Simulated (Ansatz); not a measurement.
## Geometry relaxation, with input and output: C

- system: C (slab, 8 atoms in the cell)
- method: DFT PBE+D3(BJ), scalar-relativistic, plane waves, PAW, no spin polarisation (Ansatz 0.2.0)

The structure derives from an entry of the Crystallography Open Database. The input holds or restrains some coordinates. Forces given for the steps count only the free coordinates. It belongs to a series of runs on one base structure; here: clean slab, lower half held.

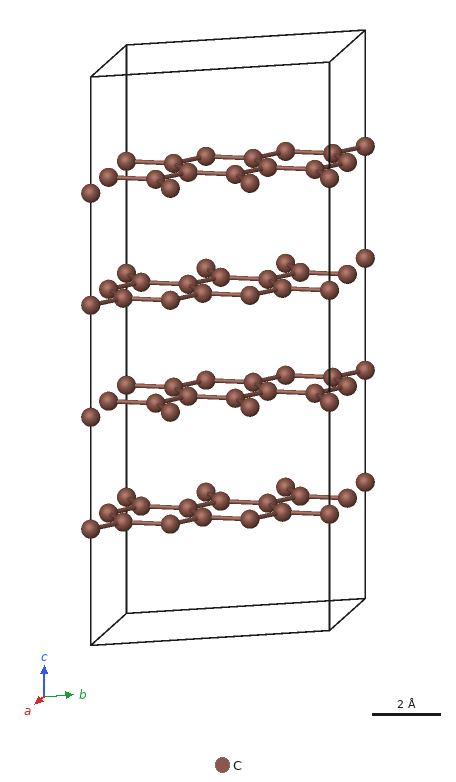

**Figure 1.** The structure as given in the input (ball-and-stick view of the 2 × 3 repeat of the cell, with the vacuum cut short, seen slightly off an axis). An atom can appear more than once, as a periodic image. Near neighbours in the periodic cell (some may lie outside the picture): C has 3 C at 1.42 Å.

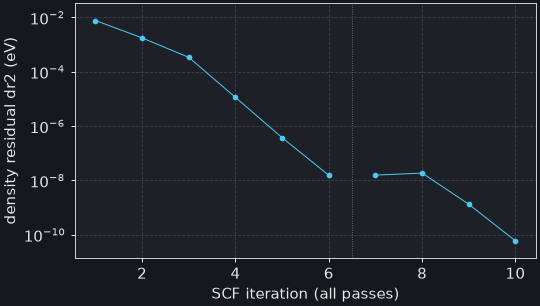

**Figure 2.** Convergence of the self-consistent field: density residual dr2 against the SCF iteration. The dotted lines part the SCF passes of the relaxation: geometry steps, rejected trials and re-solves on a re-selected basis. The passes take 6 and 4 iterations.

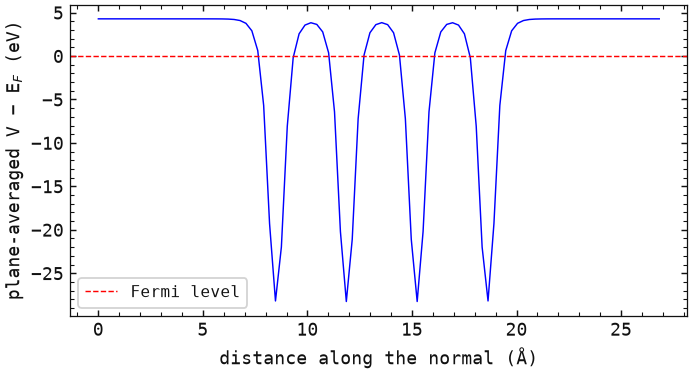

**Figure 3.** Plane average of the electrostatic potential energy of an electron across the cell, from the Fermi level. The vacuum level lies 4.28 eV above the Fermi level.

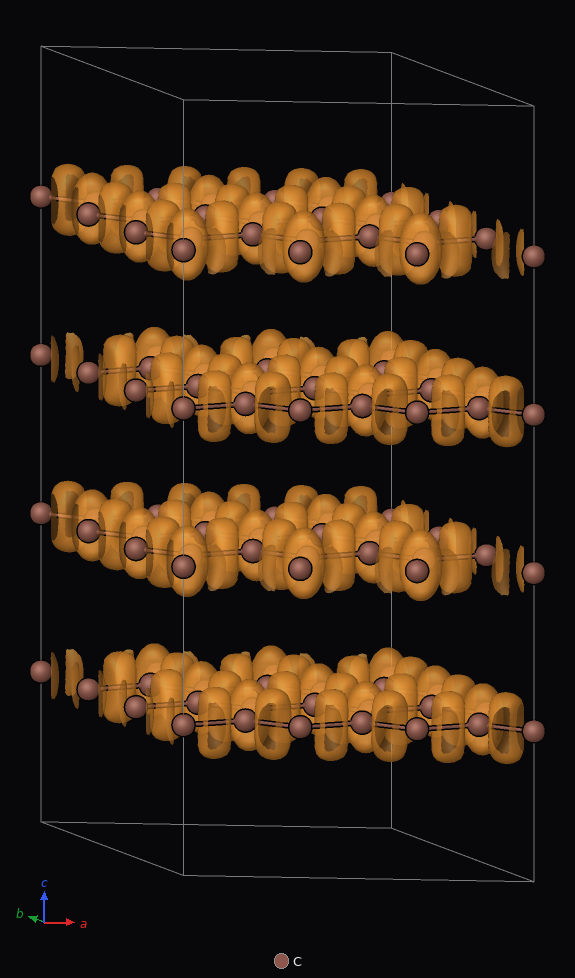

**Figure 4.** Isosurface of the electron localisation function at 0.75 (orange), seen slightly off an axis. Only the valence region is drawn (cores and ρ < 0.01 e/Å³ removed). Sticks mark near contacts. The ELF exceeds this value in twelve regions between bonded C–C atoms (shared pairs), counted in one cell of 8 atoms.  Values along the shortest contacts: C–C (1.42 Å): the ELF peaks at about 0.95 between the atoms (a covalent bond). Core electrons are frozen (PAW), so the fields are smoothed inside the atomic spheres.

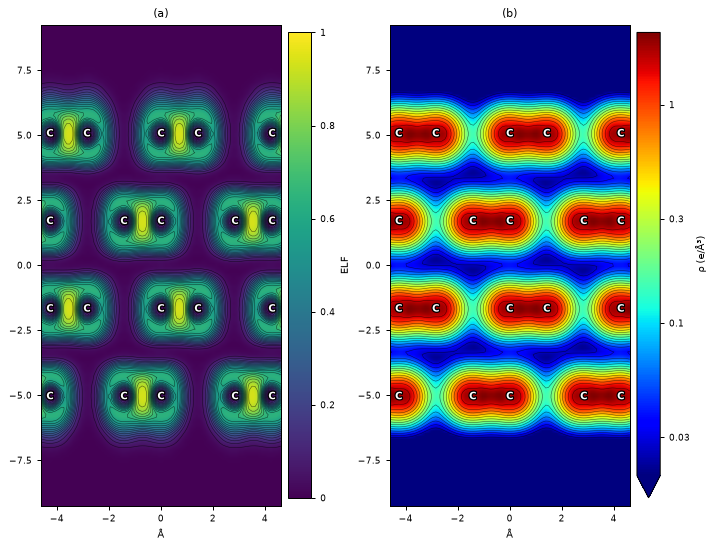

**Figure 5.** (a) ELF; (b) valence electron density on the (110) plane of the calculation cell, a cut from vacuum to vacuum. Atoms in the plane: C. C–C (1.42 Å): the density is about 2 e/Å³ at the midpoint; the ELF peaks at about 0.95 between the atoms, which marks localised, shared-pair bonding. The density dies away to nearly zero in the vacuum.

The input that produced these results follows, with the program's output.

### Input file
```yaml
crystal:
  lattice:
    - [2.4649796696, 0.0, 0.0]
    - [-1.2324898348, 2.1347350137, 0.0]
    - [0.0, 0.0, 27.1076501055]
  atoms:
    - { symbol: C, position: [0.0, 0.0, 0.3135646285] }
    - { symbol: C, position: [0.6666666667, 0.3333333333, 0.3135646198] }
    - { symbol: C, position: [0.0, 0.0, 0.4378548791] }
    - { symbol: C, position: [0.3333333333, 0.6666666667, 0.4378548704] }
    - { symbol: C, position: [0.0, 0.0, 0.5621451296] }
    - { symbol: C, position: [0.6666666667, 0.3333333333, 0.5621451209] }
    - { symbol: C, position: [0.0, 0.0, 0.6864353802] }
    - { symbol: C, position: [0.3333333333, 0.6666666667, 0.6864353715] }
basis:
  ecutwfc: 420
kpoints:
  mp_grid: { grid: [12, 12, 1] }
hamiltonian:
  xc: pbe
  dispersion: d3bj
scf:
  occupations: { method: gaussian, width: 0.1 }
output:
  forces: true
  eigenvalues: true
  write_density: true
  write_potential: true
  elf: true
  volumetric_format: npy
relax:
  adjacent_minimum: "off"
  f_tol: 0.03
  max_steps: 70
  constraints: [{ sites: [0, 1, 2, 3] }]
efield:
  axis: 3
  dipole_correction: true
  ramp_width: 0.04
```

Launched with:
```bash
ansatz run input.yaml --threads 2 --pin off --max-ram 5120MiB --backend cpu --events-out ev --progress --plain --runs-dir out
```

### The program's output
```
Engine: ansatz 0.2.0, x86_64-unknown-linux-gnu
Pseudopotentials: kind: paw
Pseudopotential: C, paw, valence charge 4, recommended cutoff 420 eV (normal), C.paw.azcp
Functional definition: PBE
  parameter kappa = 0.804
  parameter beta = 0.06672455060314922
  exchange = pbe_x(kappa = kappa, mu = beta*pi^2/3)
  correlation = pbe_c(beta = beta)
Crystal: 8 atoms, lattice volume = 142.643 Å³
Basis set: ecut = 420 eV, 2689 PW (Γ), exchange–correlation on 36×36×384 points (8 copies of the dense FFT grid, shifted against one another)
Bands: 24, of which v1, the nominal top of the filled ones, is band 16 counted from 1 (15 counted from 0)
Symmetry: 6 space group operations
k-points: 19 of 144 (time reversal used)
Non-local potential: C, projectors of the file, l = 0: 2, l = 1: 2, l = 2: 1
PAW form: soft (Blöchl's): semilocal exchange-correlation on the pseudo side does not see the compensation charge
PAW one-centre angular grid: C, 110 points (default); XC on 64 Gauss nodes
Initial density: superposition of atomic densities (neutral atoms: chi_scale 0, normalization atom), corrected by the library's trained network
Initial wavefunctions: pseudopotential atomic-orbital guess
Functional: x = pbe(κ = 0.804, μ = 0.2195149727645171), c = pbe(β = 0.06672455060314922)
SCF iter   1: F=—  HF=-2008.545693 eV  |F-HF|=—  |Δ(HF+E_count)|=         —  Δρ=2.16e-3  dr2=7.66e-3  ethr=1.77e-3  p=-0.000 e·Å  D=-4.29e-9 V/Å  ΔV_dip=0.00 eV  dr2_dipole=2.29e-7  V_vac-E_F(+/−)=4.53/4.53 eV  ⟨swp⟩=7.9  Hψ=2546  notcnv=0
efield: sawtooth ramp at fractional position 0.9800 (placed from the atoms, in the widest stretch of the axis that holds none; the zero of the levels goes with the place), width 0.0400; the density the first Hamiltonian is built on has a dipole p = -0.000 e·Å; the dipole correction subtracts the counter field D = -4.29e-9 V/Å, which shifts the + side's vacuum level by +0.00 eV against the − side's; the planar-averaged density in the ramp window peaks in size at 1.6e-5 e/Å³
preconditioner: auto → LDOS  [metal: Δε(μ)=0.038 eV  Ē_g=15.228 eV  σ=0.100 eV  W_gap=0.21  n_scr=18 (ndim 8)  ℏωp=17.6 eV  f_vac=0.498  D(μ)=0.61/eV (n_scr^D=6)  β→1.0]
SCF iter   2: F=—  HF=-2008.547306 eV  |F-HF|=—  |Δ(HF+E_count)|=   1.61e-3  Δρ=6.62e-4  dr2=1.75e-3  ethr=2.39e-5  p=0.000 e·Å  D=4.02e-6 V/Å  ΔV_dip=-0.00 eV  dr2_dipole=2.14e-7  V_vac-E_F(+/−)=4.21/4.21 eV  ⟨swp⟩=2.6  Hψ=981  notcnv=0  defer=39
SCF iter   3: F=—  HF=-2008.546959 eV  |F-HF|=—  |Δ(HF+E_count)|=   3.47e-4  Δρ=2.67e-4  dr2=3.36e-4  ethr=5.46e-6  p=-0.000 e·Å  D=-1.57e-5 V/Å  ΔV_dip=0.00 eV  dr2_dipole=6.07e-8  V_vac-E_F(+/−)=4.30/4.30 eV  ⟨swp⟩=2.1  Hψ=704  notcnv=0  defer=39
iter 4 did not close the SCF: its close was put off for the readings that it lacked (scf_convergence_deferred on its scf_iter line)
SCF iter   4: F=-2008.546905 eV  HF=-2008.546908 eV  |F-HF|=2.42e-6  |Δ(HF+E_count)|=   5.16e-5  Δρ=6.07e-5  dr2=1.13e-5  ethr=1.05e-6  p=-0.000 e·Å  D=-1.71e-6 V/Å  ΔV_dip=0.00 eV  dr2_dipole=3.43e-10  V_vac-E_F(+/−)=4.28/4.28 eV  ⟨swp⟩=2.0  Hψ=540  notcnv=0  defer=39
iter 5 did not close the SCF: its close was put off for the readings that it lacked (scf_convergence_deferred on its scf_iter line)
SCF iter   5: F=-2008.546912 eV  HF=-2008.546912 eV  |F-HF|=9.90e-8  |Δ(HF+E_count)|=   3.82e-6  Δρ=1.17e-5  dr2=3.70e-7  ethr=3.52e-8  p=-0.000 e·Å  D=-1.39e-6 V/Å  ΔV_dip=0.00 eV  dr2_dipole=5.75e-10  V_vac-E_F(+/−)=4.28/4.28 eV  ⟨swp⟩=2.1  Hψ=639  notcnv=0  defer=39
SCF iter   6: F=-2008.546912 eV  HF=-2008.546912 eV  |F-HF|=1.37e-7  |Δ(HF+E_count)|=   1.79e-7  Δρ=3.76e-6  dr2=1.53e-8  ethr=1.16e-9  p=0.000 e·Å  D=9.28e-7 V/Å  ΔV_dip=-0.00 eV  dr2_dipole=3.06e-10  V_vac-E_F(+/−)=4.28/4.28 eV  ⟨swp⟩=16.7  Hψ=4052  notcnv=0
SCF 1 converged in 6 iterations: F = -2008.546912 eV  dr2 = 1.53e-8
  greatest PAW one-centre occupation: 0.673 electrons in one spin orbital (limit 2), on the C atom at site 4 (counted from 0), in its partial waves of l = 0
relax step   1: F+E_penalty+E_count = -2008.54691188 eV  Δ(F+E_penalty+E_count) = +0.000e0 eV  max|allowed force component| = 1.202e-2 eV/Å  Δτ_max = 0.0000 Å  (6 SCF iters, dr2 threshold 2.25e-5 eV, accepted)
Initial density: handed on by an earlier stage of this run
Initial wavefunctions: those handed on with the density
iter 1 solved again at ethr=4.85e-11 eV; its pass at ethr=3.10e-3 eV (dr2=1.55e-8 eV) is discarded
SCF iter   1: F=—  HF=-2008.546876 eV  |F-HF|=—  |Δ(HF+E_count)|=         —  Δρ=3.89e-6  dr2=1.55e-8  ethr=4.85e-11  p=0.000 e·Å  D=9.28e-7 V/Å  ΔV_dip=-0.00 eV  dr2_dipole=3.06e-10  V_vac-E_F(+/−)=4.28/4.28 eV  ⟨swp⟩=1.0  Hψ=1368  notcnv=0
efield: sawtooth ramp at fractional position 0.9800 (handed on by an earlier solve), width 0.0400; the density the first Hamiltonian is built on has a dipole p = 0.000 e·Å; the dipole correction subtracts the counter field D = 9.28e-7 V/Å, which shifts the + side's vacuum level by -0.00 eV against the − side's; the planar-averaged density in the ramp window peaks in size at 1.1e-7 e/Å³
preconditioner: auto → LDOS  [metal: Δε(μ)=0.017 eV  Ē_g=15.196 eV  σ=0.100 eV  W_gap=0.10  n_scr=18 (ndim 8)  ℏωp=17.6 eV  f_vac=0.498  D(μ)=0.63/eV (n_scr^D=6)  β→1.0]
iter 2 did not close the SCF: its close was put off until two iterations running show no level that it waits for move by more than its bar (scf_convergence_deferred on its scf_iter line)
SCF iter   2: F=-2008.546912 eV  HF=-2008.546912 eV  |F-HF|=8.66e-9  |Δ(HF+E_count)|=   3.58e-5  Δρ=3.70e-6  dr2=1.84e-8  ethr=4.85e-11  p=-0.000 e·Å  D=-1.37e-6 V/Å  ΔV_dip=0.00 eV  dr2_dipole=5.56e-10  V_vac-E_F(+/−)=4.28/4.28 eV  ⟨swp⟩=13.2  Hψ=3356  notcnv=0
iter 3 did not close the SCF: its close was put off until two iterations running show no level that it waits for move by more than its bar (scf_convergence_deferred on its scf_iter line)
SCF iter   3: F=-2008.546912 eV  HF=-2008.546912 eV  |F-HF|=2.36e-10  |Δ(HF+E_count)|=  5.57e-10  Δρ=1.00e-6  dr2=1.31e-9  ethr=4.85e-11  p=0.000 e·Å  D=5.28e-7 V/Å  ΔV_dip=-0.00 eV  dr2_dipole=6.79e-11  V_vac-E_F(+/−)=4.28/4.28 eV  ⟨swp⟩=7.6  Hψ=2907  notcnv=0
SCF iter   4: F=-2008.546912 eV  HF=-2008.546912 eV  |F-HF|=1.01e-10  |Δ(HF+E_count)|=  8.39e-10  Δρ=1.76e-7  dr2=5.86e-11  ethr=4.09e-12  p=-0.000 e·Å  D=-1.40e-7 V/Å  ΔV_dip=0.00 eV  dr2_dipole=3.51e-12  V_vac-E_F(+/−)=4.28/4.28 eV  ⟨swp⟩=6.3  Hψ=2602  notcnv=0
SCF 2 converged in 4 iterations: F = -2008.546912 eV  dr2 = 5.86e-11
relax step   2: F+E_penalty+E_count = -2008.54691189 eV  Δ(F+E_penalty+E_count) = -6.919e-9 eV  max|allowed force component| = 1.205e-2 eV/Å  Δτ_max = 0.0000 Å  (4 SCF iters, accepted)
WARN: The output density's exchange-correlation potential varies sharply where the density is thin. Do not read a vacuum level from v_tot or v_xc, or from such a field of the output density. On a cell that repeats whose density bears no net charge and no dipole along the vacuum's axis use v_es (v_loc + v_h of the components); under efield.dipole_correction with no amplitude use v_es + v_field, which holds any external_charges[].barrier, or the levels of the report's work_function block, which leave it out; under a non-zero efield.amplitude the vacuum is tilted and has no level; on a cell that repeats and bears such a dipole with no correction it is tilted too, and efield.dipole_correction with no amplitude gives each side of its ramp a level where efield: is served; in a cell that repeats whose density bears a net charge (total_charge, or a fill off its count) it is curved and has none; of a slab under crystal.periodic whose density bears no net charge use v_es, which has a level on each side, short of where the two are joined; of another it falls or rises all the way out and has none; of a slab beside external_charges read slab_vacuum_level instead, which it has where they leave it neutral. The grid or the basis barely resolves most such structure, and the values can differ between equally converged runs; as a rule a tighter scf.convergence.dr2_threshold does not remove it. Where the density itself ripples (under the LDA too) a higher basis.ecutwfc lessens it. The files hold the spikes' plane waves up to the density's cutoff. Files: v_tot_of_output_density and the like, and their columns of v_z.tsv (output.write_potential); v_xc_of_output_density and the like, and their columns of v_comp_z.tsv (output.write_potential_components). Measured: with its Gaussian average of σ = 0.25 Å subtracted twice, the exchange-correlation potential is over 0.1 eV at 44 of the grid points where the equally averaged density (valence and model cores) is under 1e-3 e/Å³, and 0.239 eV at the most among them, at an averaged density of 5.9e-8 e/Å³. The input density's (outcome.potential() and, of a run that writes arrays, v_tot and v_xc) is over 0.1 eV, so measured, at 12 points of its own thin density, 0.124 eV at the most. See output.write_potential in the manual, Limitations
SCF converged after 4 iterations
Free energy (F): -2008.546912 eV
Harris-Foulkes:  -2008.546912 eV  (|F-HF|=1.01e-10)
Internal energy: -2008.543774 eV  (E = F + TS)
E sigma→0 (E₀):  -2008.545343 eV
Entropy (-TS):   -0.003138 eV (-0.392 meV/atom)
Fermi energy:    1.299238 eV
Dipole field:    D = 0.000003 V/Å  (p = 0.000002 e·Å, saw-weighted, corrected)
Work function:   Φ+ = 4.2785 eV   Φ− = 4.2785 eV
Levels:          The Fermi level and band energies are counted from a zero that moves with the ramp; work functions are not
--- Per-component energies (eV) ---
  E_band       = -250.583928
  E_kinetic    = 727.380593
  E_local      = -22406.004592  (includes V_loc(G=0)·N_el)
  E_nonlocal   = 218.427820
  E_hartree    = 10869.779445
  E_xc         = -384.053562
  E_vxc        = -475.510490  (∫ρ·V_xc dr)
  E_paw        = -794.758261  (= ΣΔE_a)
  E_vpaw       = -54.435801  (= ΣTr[D̂ρ^β])
  E_aug_tail   = 0.000060  (compensation charges beyond the density's cutoff)
  E_efield     = 0.000000  (sawtooth field / dipole correction)
  E_vefield    = 0.000000  (∫n·V_field dr)
  E_ewald      = 9761.781909
  E_disp       = -1.097187  (pairwise vdW)
  E_smearing   = -0.003138  (= −TS)
  E_closure    = 0.000000  (closes the sum)
  Σ components = -2008.546912   (vs F -2008.546912, Δ=0.00e0)
--- Forces (eV/Å), atoms counted from 1 ---
  atom   1  C      0.00000000     0.00000000     0.01150639
  atom   2  C      0.00000000    -0.00000000    -0.01204596
  atom   3  C      0.00000000    -0.00000000    -0.00553839
  atom   4  C      0.00000000     0.00000000     0.00359193
  atom   5  C      0.00000000     0.00000000     0.00553062
  atom   6  C     -0.00000000    -0.00000000    -0.00358397
  atom   7  C      0.00000000    -0.00000000    -0.01151520
  atom   8  C      0.00000000     0.00000000     0.01205297
  max |Σ_I F_I| component: 1.60e-6 eV/Å
--- Band table (eV; the first three rows and the last of 19) ---
  k-point 0: bands = ["-18.3247", "-18.2587", "-18.1686", "-18.0893", "-7.0429", "-6.6111", "-6.0251", "-5.4950", "-1.7281", "-1.7281", "-1.7275", "-1.7275", "-1.7140", "-1.7140", "-1.7060", "-1.7060", "4.8291", "4.9309", "5.7999", "6.4669", "6.7029", "8.1896", "8.1900", "9.6420"]
  k-point 1: bands = ["-18.1595", "-18.0942", "-18.0050", "-17.9265", "-6.8425", "-6.4132", "-5.8310", "-5.3049", "-2.3839", "-2.3814", "-2.3664", "-2.3531", "-2.0696", "-2.0678", "-2.0537", "-2.0421", "5.0499", "5.1528", "6.0225", "6.6729", "6.9239", "8.3847", "8.4055", "9.6903"]
  k-point 2: bands = ["-17.6656", "-17.6025", "-17.5160", "-17.4397", "-6.2457", "-5.8245", "-5.2541", "-4.7403", "-4.0349", "-4.0255", "-4.0040", "-3.9823", "-2.8678", "-2.8639", "-2.8479", "-2.8327", "5.7117", "5.8175", "6.6889", "7.2907", "7.5852", "8.9502", "9.0408", "9.5968"]
  k-point 18: bands = ["-11.3576", "-11.3177", "-11.2897", "-11.2897", "-11.2762", "-11.2762", "-11.2605", "-11.2090", "-9.2582", "-9.2582", "-9.2444", "-9.2444", "0.7932", "1.1008", "1.2906", "1.2906", "1.3078", "1.3078", "1.5054", "1.8555", "11.6579", "11.6579", "12.1192", "12.1192"]
--- Relaxed structure (2 steps of the walk, 2 accepted, 0 SCFs on fresh bases) ---
  F+E_penalty+E_count = -2008.54691189 eV   max|allowed force component| = 1.205e-2 eV/Å
  atoms:
    - { symbol: C, position: [0.0, 0.0, 0.3135646285] }
    - { symbol: C, position: [0.6666666666666667, 0.3333333333333333, 0.31356461979999994] }
    - { symbol: C, position: [0.0, 0.0, 0.4378548790999999] }
    - { symbol: C, position: [0.3333333333333333, 0.6666666666666667, 0.43785487039999993] }
    - { symbol: C, position: [0.0, 0.0, 0.5621451296] }
    - { symbol: C, position: [0.6666666666666667, 0.3333333333333333, 0.5621451209] }
    - { symbol: C, position: [0.0, 0.0, 0.6864353801999998] }
    - { symbol: C, position: [0.3333333333333333, 0.6666666666666667, 0.6864353715] }
```

### Trajectory as extended XYZ (Å, eV, eV/Å), 2 frames, from step=1 to step=2
```
8
Lattice="2.4650 0.0000 0.0000 -1.2325 2.1347 0.0000 0.0000 0.0000 27.1077" Properties=species:S:1:pos:R:3:forces:R:3 step=1 energy=-2008.54691
C     0.0000    0.0000    8.5000    0.0000   0.0000   0.0115
C     1.2325    0.7116    8.5000    0.0000   0.0000  -0.0120
C     0.0000    0.0000   11.8692    0.0000   0.0000  -0.0055
C     0.0000    1.4232   11.8692    0.0000   0.0000   0.0036
C     0.0000    0.0000   15.2384    0.0000   0.0000   0.0055
C     1.2325    0.7116   15.2384    0.0000   0.0000  -0.0036
C     0.0000    0.0000   18.6076    0.0000   0.0000  -0.0115
C     0.0000    1.4232   18.6076    0.0000   0.0000   0.0120
8
Lattice="2.4650 0.0000 0.0000 -1.2325 2.1347 0.0000 0.0000 0.0000 27.1077" Properties=species:S:1:pos:R:3:forces:R:3 step=2 energy=-2008.54691
C     0.0000    0.0000    8.5000    0.0000   0.0000   0.0115
C     1.2325    0.7116    8.5000    0.0000   0.0000  -0.0120
C     0.0000    0.0000   11.8692    0.0000   0.0000  -0.0055
C     0.0000    1.4232   11.8692    0.0000   0.0000   0.0036
C     0.0000    0.0000   15.2384    0.0000   0.0000   0.0055
C     1.2325    0.7116   15.2384    0.0000   0.0000  -0.0036
C     0.0000    0.0000   18.6076    0.0000   0.0000  -0.0115
C     0.0000    1.4232   18.6076    0.0000   0.0000   0.0121
```

### Key numbers

```csv
quantity,value
outcome,converged under the restraints of the input
electrons treated,32
free energy,−2008.5469 eV
"work function, top face",4.28 eV
"work function, bottom face",4.28 eV
Fermi energy,1.299 eV
gap on the k-point mesh,0.02 eV
final volume,142.64 Å³
work function (upper face),4.28 eV
"largest force (length of the vector) at the end, held atoms and coordinates included",0.012 eV/Å
hardware,"2 threads of AMD EPYC (Zen 3), 32 GiB of memory available, shared host"
wall time,5.7 s (CPU time 11 s)
peak memory,0.43 GiB
```

### Remarks

Warnings of the run: the exchange-correlation potential is rough where the density is thin.
